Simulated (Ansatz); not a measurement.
# Single-point calculation, with input and output: C

- system: C (slab, 16 atoms in the cell)
- method: DFT PBE+D3(BJ), scalar-relativistic, plane waves, PAW, PAW set soft_1, no spin polarisation (Ansatz 0.2.0)

The structure derives from a Materials Project entry. Figures and captions count atoms from 1; the log counts them from 0 in places.

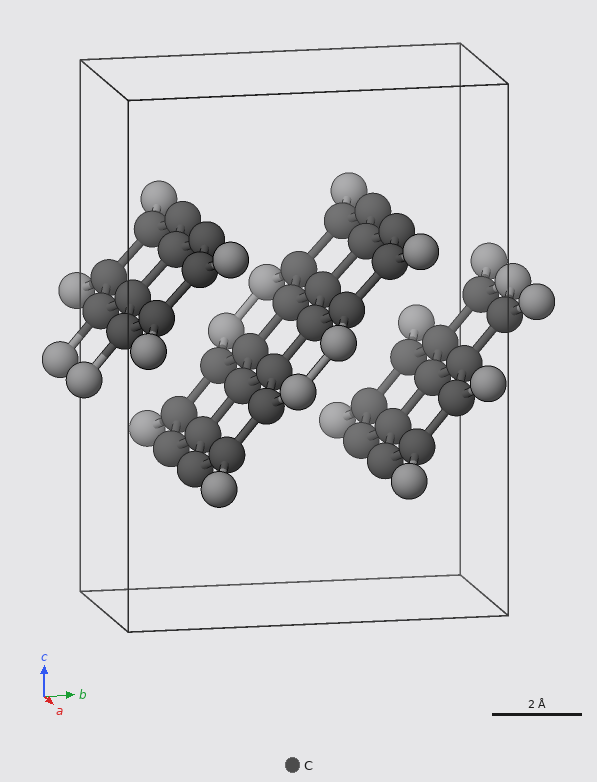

The structure (ball-and-stick view of the 1 × 2 repeat of the cell, with the vacuum cut short, seen slightly off an axis; neighbours outside the cell are drawn fainter). An atom can appear more than once, as a periodic image. Near neighbours in the periodic cell (some may lie outside the picture): C has 2 C at 1.38 to 1.42 Å; C has 3 C at 1.38 to 1.48 Å.

The input
```yaml
crystal:
  lattice:
    - [4.9298676348, 0.0, 0.0]
    - [0.0, 4.4224271207, 0.0]
    - [0.0, 0.0, 22.6937313581]
  atoms:
    - { symbol: C, position: [0.25, 0.4155274479, 0.1762601283] }
    - { symbol: C, position: [0.75, 0.4155274479, 0.1762601283] }
    - { symbol: C, position: [0.0, 0.5195584896, 0.2001805573] }
    - { symbol: C, position: [0.5, 0.5195584896, 0.2001805573] }
    - { symbol: C, position: [0.0, 0.7272227604, 0.2480854171] }
    - { symbol: C, position: [0.5, 0.7272227604, 0.2480854171] }
    - { symbol: C, position: [0.25, 0.8312538021, 0.2720058461] }
    - { symbol: C, position: [0.75, 0.8312538021, 0.2720058461] }
    - { symbol: C, position: [0.25, 0.0442062586, 0.3198735144] }
    - { symbol: C, position: [0.75, 0.0442062586, 0.3198735144] }
    - { symbol: C, position: [0.0, 0.1500827603, 0.3425973154] }
    - { symbol: C, position: [0.5, 0.1500827603, 0.3425973154] }
    - { symbol: C, position: [0.0, 0.3779814405, 0.3900562972] }
    - { symbol: C, position: [0.5, 0.3779814405, 0.3900562972] }
    - { symbol: C, position: [0.25, 0.4764233498, 0.4095285703] }
    - { symbol: C, position: [0.75, 0.4764233498, 0.4095285703] }
basis:
  ecutwfc: 420
kpoints:
  mp_grid: { grid: [6, 6, 1] }
hamiltonian:
  xc: pbe
  pseudopotentials: { kind: paw, azcp: { folder: soft_1 } }
  dispersion: d3bj
scf:
  occupations: { method: gaussian, width: 0.05 }
output:
  forces: true
  eigenvalues: true
efield:
  axis: 3
  dipole_correction: true
  ramp_width: 0.04
```

Run on 2 threads of Arm Neoverse V1, 24 GiB of memory available, shared host.

Launched with:
```bash
ansatz run input.yaml --threads 2 --pin off --max-ram 6144MiB --backend cpu --events-out ev --progress --plain --runs-dir out
```

What the program printed
```
Engine: ansatz 0.2.0, aarch64-unknown-linux-gnu
Pseudopotentials: kind: paw
Pseudopotential: C, paw, valence charge 4, recommended cutoff 420 eV (normal), [file]
Functional definition: PBE
  parameter kappa = 0.804
  parameter beta = 0.06672455060314922
  exchange = pbe_x(kappa = kappa, mu = beta*pi^2/3)
  correlation = pbe_c(beta = beta)
Crystal: 16 atoms, lattice volume = 494.768 Å³
Basis set: ecut = 420 eV, 9653 PW (Γ), exchange–correlation on 72×60×320 points (8 copies of the dense FFT grid, shifted against one another)
Bands: 48, of which v1, the nominal top of the filled ones, is band 32 counted from 1 (31 counted from 0)
Symmetry: 4 space group operations
Space group: Pm (ITA 6), of the structure as read, at distance tolerance 7.9e-5 Å
k-points: 16 of 36 (time reversal used)
Non-local potential: C, projectors of the file, l = 0: 2, l = 1: 2, l = 2: 1
PAW form: soft (Blöchl's): semilocal exchange-correlation on the pseudo side does not see the compensation charge
PAW one-centre angular grid: C, 110 points (default); XC on 64 Gauss nodes
Initial density: superposition of atomic densities (neutral atoms: chi_scale 0, normalization atom)
Initial wavefunctions: pseudopotential atomic-orbital guess
Functional: x = pbe(κ = 0.804, μ = 0.2195149727645171), c = pbe(β = 0.06672455060314922)
SCF iter   1: F=—  HF=-4011.678749 eV  |F-HF|=—  |Δ(HF+E_count)|=         —  Δρ=6.78e-2  dr2=2.57e1  ethr=3.10e-3  p=-0.000 e·Å  D=-4.09e-8 V/Å  ΔV_dip=0.00 eV  dr2_dipole=2.26e0  V_vac-E_F(+/−)=8.69/8.69 eV  ⟨swp⟩=11.8  Hψ=4974  notcnv=0  defer=67
efield: sawtooth ramp at fractional position 0.7729 (placed from the atoms, in the widest stretch of the axis that holds none; the zero of the levels goes with the place), width 0.0400; the density the first Hamiltonian is built on has a dipole p = -0.000 e·Å; the dipole correction subtracts the counter field D = -4.09e-8 V/Å, which shifts the + side's vacuum level by +0.00 eV against the − side's; the planar-averaged density in the ramp window peaks in size at 5.9e-8 e/Å³
preconditioner: auto → LDOS  [metal: Δε(μ)=0.015 eV  Ē_g=14.511 eV  σ=0.050 eV  W_gap=0.17  n_scr=66 (ndim 8)  ℏωp=13.4 eV  f_vac=0.632  D(μ)=16.84/eV (n_scr^D=120)  β→1.0]
SCF iter   2: F=—  HF=-4003.942919 eV  |F-HF|=—  |Δ(HF+E_count)|=    7.74e0  Δρ=2.08e-2  dr2=3.41e0  ethr=3.10e-3  p=0.200 e·Å  D=7.30e-2 V/Å  ΔV_dip=-1.66 eV  dr2_dipole=4.92e-1  V_vac-E_F(+/−)=6.48/8.14 eV  ⟨swp⟩=3.2  Hψ=1970  notcnv=0  defer=144
SCF iter   3: F=—  HF=-4003.785291 eV  |F-HF|=—  |Δ(HF+E_count)|=   1.58e-1  Δρ=9.20e-3  dr2=9.58e-1  ethr=3.10e-3  p=0.122 e·Å  D=4.48e-2 V/Å  ΔV_dip=-1.02 eV  dr2_dipole=5.75e-2  V_vac-E_F(+/−)=6.56/7.57 eV  ⟨swp⟩=3.0  Hψ=1517  notcnv=0  defer=148
SCF iter   4: F=—  HF=-4003.765665 eV  |F-HF|=—  |Δ(HF+E_count)|=   1.96e-2  Δρ=7.17e-3  dr2=5.66e-1  ethr=1.50e-3  p=0.124 e·Å  D=4.54e-2 V/Å  ΔV_dip=-1.03 eV  dr2_dipole=6.14e-2  V_vac-E_F(+/−)=6.17/7.21 eV  ⟨swp⟩=2.1  Hψ=750  notcnv=0  defer=148
SCF iter   5: F=—  HF=-4003.734902 eV  |F-HF|=—  |Δ(HF+E_count)|=   3.08e-2  Δρ=4.98e-3  dr2=3.58e-1  ethr=8.84e-4  p=0.106 e·Å  D=3.86e-2 V/Å  ΔV_dip=-0.88 eV  dr2_dipole=7.02e-2  V_vac-E_F(+/−)=5.92/6.80 eV  ⟨swp⟩=2.0  Hψ=710  notcnv=0  defer=148
SCF iter   6: F=—  HF=-4003.726443 eV  |F-HF|=—  |Δ(HF+E_count)|=   8.46e-3  Δρ=4.46e-3  dr2=2.80e-1  ethr=5.59e-4  p=0.082 e·Å  D=2.99e-2 V/Å  ΔV_dip=-0.68 eV  dr2_dipole=6.58e-2  V_vac-E_F(+/−)=5.80/6.48 eV  ⟨swp⟩=2.0  Hψ=751  notcnv=0  defer=148
SCF iter   7: F=—  HF=-4003.709376 eV  |F-HF|=—  |Δ(HF+E_count)|=   1.71e-2  Δρ=1.94e-3  dr2=4.37e-2  ethr=4.38e-4  p=0.056 e·Å  D=2.04e-2 V/Å  ΔV_dip=-0.46 eV  dr2_dipole=5.64e-3  V_vac-E_F(+/−)=5.79/6.25 eV  ⟨swp⟩=1.6  Hψ=859  notcnv=0  defer=149
SCF iter   8: F=—  HF=-4003.706784 eV  |F-HF|=—  |Δ(HF+E_count)|=   2.59e-3  Δρ=1.10e-3  dr2=7.91e-3  ethr=6.83e-5  p=0.049 e·Å  D=1.79e-2 V/Å  ΔV_dip=-0.41 eV  dr2_dipole=3.47e-8  V_vac-E_F(+/−)=5.81/6.22 eV  ⟨swp⟩=2.1  Hψ=891  notcnv=0  defer=153
SCF iter   9: F=—  HF=-4003.707627 eV  |F-HF|=—  |Δ(HF+E_count)|=   8.42e-4  Δρ=6.23e-4  dr2=4.24e-3  ethr=1.24e-5  p=0.055 e·Å  D=2.00e-2 V/Å  ΔV_dip=-0.45 eV  dr2_dipole=1.07e-3  V_vac-E_F(+/−)=5.82/6.28 eV  ⟨swp⟩=2.8  Hψ=1011  notcnv=0  defer=153
SCF iter  10: F=—  HF=-4003.707715 eV  |F-HF|=—  |Δ(HF+E_count)|=   8.83e-5  Δρ=2.48e-4  dr2=5.01e-4  ethr=6.63e-6  p=0.061 e·Å  D=2.23e-2 V/Å  ΔV_dip=-0.51 eV  dr2_dipole=6.10e-7  V_vac-E_F(+/−)=5.81/6.32 eV  ⟨swp⟩=2.2  Hψ=860  notcnv=0  defer=153
SCF iter  11: F=—  HF=-4003.707800 eV  |F-HF|=—  |Δ(HF+E_count)|=   8.52e-5  Δρ=9.26e-5  dr2=6.37e-5  ethr=7.83e-7  p=0.064 e·Å  D=2.34e-2 V/Å  ΔV_dip=-0.53 eV  dr2_dipole=8.61e-6  V_vac-E_F(+/−)=5.81/6.34 eV  ⟨swp⟩=2.6  Hψ=1049  notcnv=0  defer=153
SCF iter  12: F=—  HF=-4003.707783 eV  |F-HF|=—  |Δ(HF+E_count)|=   1.76e-5  Δρ=4.21e-5  dr2=1.25e-5  ethr=9.95e-8  p=0.065 e·Å  D=2.37e-2 V/Å  ΔV_dip=-0.54 eV  dr2_dipole=7.69e-7  V_vac-E_F(+/−)=5.80/6.34 eV  ⟨swp⟩=2.6  Hψ=1013  notcnv=0  defer=153
SCF iter  13: F=—  HF=-4003.707785 eV  |F-HF|=—  |Δ(HF+E_count)|=   2.07e-6  Δρ=2.20e-5  dr2=3.69e-6  ethr=1.95e-8  p=0.065 e·Å  D=2.37e-2 V/Å  ΔV_dip=-0.54 eV  dr2_dipole=2.10e-7  V_vac-E_F(+/−)=5.80/6.34 eV  ⟨swp⟩=2.6  Hψ=1051  notcnv=0  defer=153
SCF iter  14: F=—  HF=-4003.707786 eV  |F-HF|=—  |Δ(HF+E_count)|=   1.34e-6  Δρ=1.12e-5  dr2=1.50e-6  ethr=5.76e-9  p=0.065 e·Å  D=2.37e-2 V/Å  ΔV_dip=-0.54 eV  dr2_dipole=1.35e-7  V_vac-E_F(+/−)=5.80/6.34 eV  ⟨swp⟩=2.2  Hψ=941  notcnv=0  defer=153
SCF iter  15: F=—  HF=-4003.707787 eV  |F-HF|=—  |Δ(HF+E_count)|=   9.18e-7  Δρ=6.89e-6  dr2=6.26e-7  ethr=2.35e-9  p=0.065 e·Å  D=2.37e-2 V/Å  ΔV_dip=-0.54 eV  dr2_dipole=8.62e-8  V_vac-E_F(+/−)=5.80/6.34 eV  ⟨swp⟩=2.0  Hψ=641  notcnv=0  defer=153
SCF iter  16: F=—  HF=-4003.707787 eV  |F-HF|=—  |Δ(HF+E_count)|=   4.60e-7  Δρ=3.00e-6  dr2=1.27e-7  ethr=9.79e-10  p=0.065 e·Å  D=2.37e-2 V/Å  ΔV_dip=-0.54 eV  dr2_dipole=9.07e-9  V_vac-E_F(+/−)=5.80/6.34 eV  ⟨swp⟩=2.0  Hψ=691  notcnv=0  defer=153
SCF iter  17: F=-4003.707788 eV  HF=-4003.707788 eV  |F-HF|=4.50e-8  |Δ(HF+E_count)|=   1.34e-7  Δρ=1.27e-6  dr2=1.23e-8  ethr=1.56e-10  p=0.065 e·Å  D=2.36e-2 V/Å  ΔV_dip=-0.54 eV  dr2_dipole=8.12e-10  V_vac-E_F(+/−)=5.80/6.34 eV  ⟨swp⟩=28.6  Hψ=6081  notcnv=0
SCF 1 converged in 17 iterations: F = -4003.707788 eV  dr2 = 1.23e-8
  greatest PAW one-centre occupation: 0.704 electrons in one spin orbital (limit 2), on the C atom at site 15 (counted from 0), in its partial waves of l = 0
```

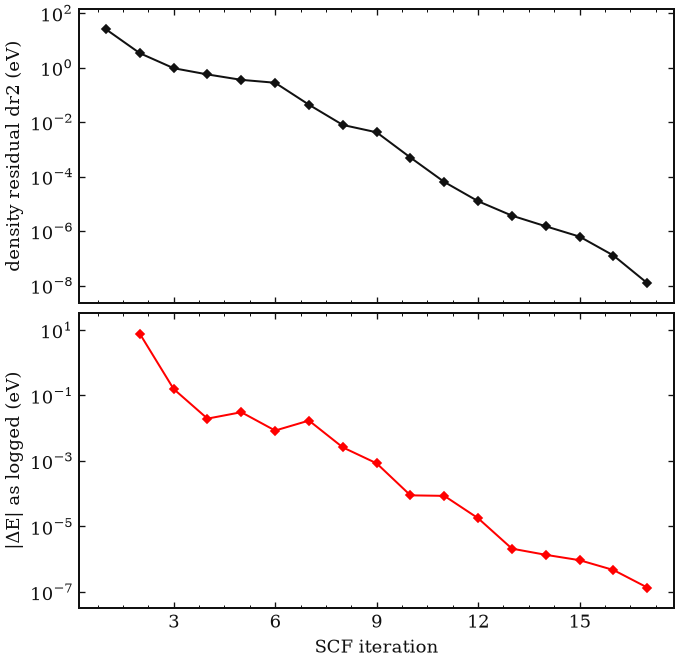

Convergence of the self-consistent field: density residual dr2 and size of the energy change against the SCF iteration. The residual falls at every step.

```
SCF converged after 17 iterations
Free energy (F): -4003.707788 eV
Harris-Foulkes:  -4003.707788 eV  (|F-HF|=4.50e-8)
Internal energy: -4003.684678 eV  (E = F + TS)
E sigma→0 (E₀):  -4003.696233 eV
Entropy (-TS):   -0.023109 eV (-1.444 meV/atom)
Fermi energy:    -2.465354 eV
Dipole field:    D = 0.023613 V/Å  (p = 0.064564 e·Å, saw-weighted, corrected)
Work function:   Φ+ = 5.8017 eV   Φ− = 6.3375 eV
Levels:          The Fermi level and band energies are counted from a zero that moves with the ramp; work functions are not
--- Per-component energies (eV) ---
  E_band       = -685.866093
  E_kinetic    = 1391.881430
  E_local      = -35488.786246  (includes V_loc(G=0)·N_el)
  E_nonlocal   = 380.772313
  E_hartree    = 17033.152562
  E_xc         = -742.429634
  E_vxc        = -913.067934  (∫ρ·V_xc dr)
  E_paw        = -1599.424336  (= ΣΔE_a)
  E_vpaw       = -122.898530  (= ΣTr[D̂ρ^β])
  E_aug_tail   = 0.000256  (compensation charges beyond the density's cutoff)
  E_efield     = 0.000762  (sawtooth field / dipole correction)
  E_vefield    = -0.064635  (∫n·V_field dr)
  E_ewald      = 15023.011914
  E_disp       = -1.863700  (pairwise vdW)
  E_smearing   = -0.023109  (= −TS)
  E_closure    = -0.000000  (closes the sum)
  Σ components = -4003.707788   (vs F -4003.707788, Δ=0.00e0)
--- Forces (eV/Å), atoms counted from 1 ---
  atom   1  C     -0.00000000     1.19936742     1.55482976
  atom   2  C     -0.00000000     1.19936742     1.55482976
  atom   3  C      0.00000000    -1.88193892    -2.31104594
  atom   4  C      0.00000000    -1.88193892    -2.31104594
  atom   5  C      0.00000000     0.84508707     0.99761859
  atom   6  C      0.00000000     0.84508707     0.99761859
  atom   7  C      0.00000000    -0.15955970    -0.22208929
  atom   8  C      0.00000000    -0.15955970    -0.22208929
  atom   9  C     -0.00000000     0.03595205    -0.00047819
  atom  10  C     -0.00000000     0.03595205    -0.00047819
  atom  11  C     -0.00000000    -0.02311334    -0.02598619
  atom  12  C     -0.00000000    -0.02311334    -0.02598619
  atom  13  C     -0.00000000    -0.01664628     0.01941702
  atom  14  C     -0.00000000    -0.01664628     0.01941702
  atom  15  C     -0.00000000     0.00088950    -0.01225356
  atom  16  C     -0.00000000     0.00088950    -0.01225356
  max |Σ_I F_I| component: 7.56e-5 eV/Å
--- Band table (eV; the first three rows and the last of 16) ---
  k-point 0: bands = ["-21.5123", "-20.3769", "-18.7369", "-17.2600", "-17.2297", "-16.8933", "-16.5445", "-15.7349", "-14.6020", "-14.5656", "-13.4790", "-13.1474", "-13.0741", "-10.5309", "-10.0727", "-9.7922", "-8.9822", "-8.7330", "-8.5652", "-8.3856", "-7.7279", "-7.3757", "-7.2163", "-6.6645", "-5.6206", "-5.5396", "-4.5915", "-4.5639", "-4.1626", "-3.0199", "-2.7783", "-2.5526", "-2.1852", "-1.8957", "-1.4056", "-0.6620", "-0.3072", "0.2193", "0.7407", "2.8466", "3.1322", "3.3994", "3.7835", "4.2769", "4.5973", "5.2016", "5.4704", "5.6722"]
  k-point 1: bands = ["-21.4657", "-20.3780", "-18.7794", "-17.2242", "-17.1983", "-16.9281", "-16.5476", "-15.7353", "-14.6272", "-14.5951", "-13.4750", "-13.1701", "-13.0971", "-10.5128", "-10.0738", "-9.7873", "-9.3305", "-8.9718", "-8.5558", "-8.1236", "-7.7284", "-7.3603", "-6.9389", "-6.6705", "-5.5445", "-5.4348", "-4.7635", "-4.7051", "-4.1940", "-3.0256", "-2.7687", "-2.5407", "-2.1553", "-1.8967", "-1.4376", "-0.4462", "-0.0918", "0.3489", "0.8017", "2.9803", "3.3797", "3.5275", "3.8297", "4.2592", "4.9553", "5.2392", "5.7642", "5.7790"]
  k-point 2: bands = ["-21.3616", "-20.3907", "-18.8654", "-17.1450", "-17.1313", "-16.9944", "-16.5605", "-15.7417", "-14.6759", "-14.6562", "-13.4705", "-13.2134", "-13.1421", "-10.4713", "-10.0766", "-9.8796", "-9.7784", "-8.9506", "-8.5365", "-8.2248", "-7.7298", "-7.3431", "-6.6826", "-6.4251", "-5.5543", "-5.0349", "-5.0061", "-4.9491", "-4.2909", "-3.0198", "-2.7640", "-2.4979", "-2.1195", "-1.9690", "-1.4560", "-0.0647", "0.3335", "0.6242", "0.9241", "3.1506", "3.6019", "4.1129", "4.5799", "4.8583", "5.2804", "5.3343", "5.8062", "5.9043"]
  k-point 15: bands = ["-20.2166", "-20.2166", "-19.3298", "-19.3298", "-17.8717", "-17.8717", "-16.0578", "-16.0578", "-13.0039", "-13.0039", "-11.6601", "-11.6601", "-11.2931", "-11.2931", "-10.2439", "-10.2439", "-9.5239", "-9.5239", "-8.8249", "-8.8249", "-8.7324", "-8.7324", "-7.6542", "-7.6542", "-7.0195", "-7.0195", "-5.0113", "-5.0113", "-3.4596", "-3.4596", "-2.5650", "-2.5650", "-2.4396", "-2.4396", "-0.2244", "-0.2244", "1.9723", "1.9723", "4.1636", "4.1636", "5.4647", "5.4647", "5.6040", "5.6040", "5.9698", "5.9698", "6.2529", "6.2529"]
```

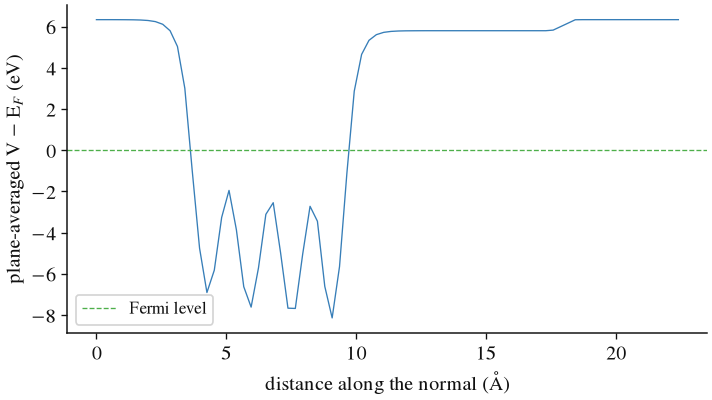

Plane average of the electrostatic potential energy of an electron across the cell, from the Fermi level. The vacuum level lies 5.80 eV above the Fermi level on the upper side and 6.34 eV on the lower.

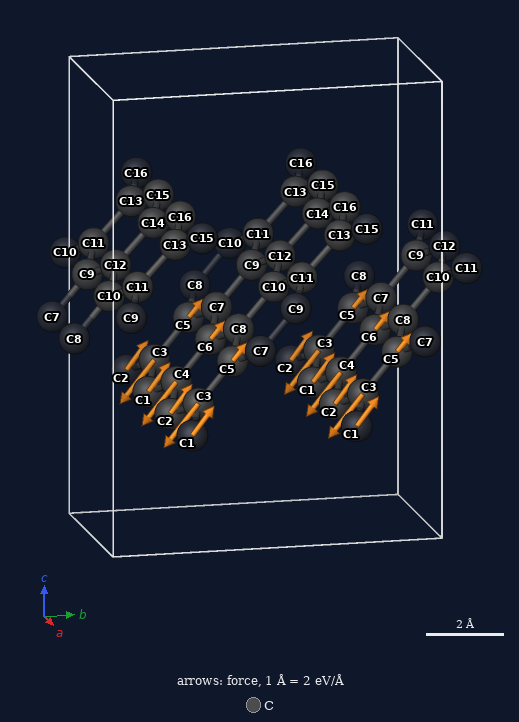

Forces on the atoms as orange arrows (ball-and-stick view of the 1 × 2 repeat of the cell, with the vacuum cut short, seen slightly off an axis; neighbours outside the cell are drawn fainter; atoms are numbered from 1 in the order of the input); the smallest are left out. The largest act on C3, C4 (2.98 eV/Å); C1, C2 (1.96 eV/Å); C5, C6 (1.31 eV/Å). The geometry is not a stationary point of this energy.

Key numbers

- outcome: converged
- electrons treated: 64
- free energy: −4003.7078 eV
- work function, top face: 5.80 eV
- work function, bottom face: 6.34 eV
- Fermi energy: −2.465 eV
- gap on the k-point mesh: none (metallic)
- work function (upper face): 5.80 eV
- largest force (length of the vector): 2.980 eV/Å
- wall time: 25 s (CPU time 50 s)
- peak memory: 0.73 GiB
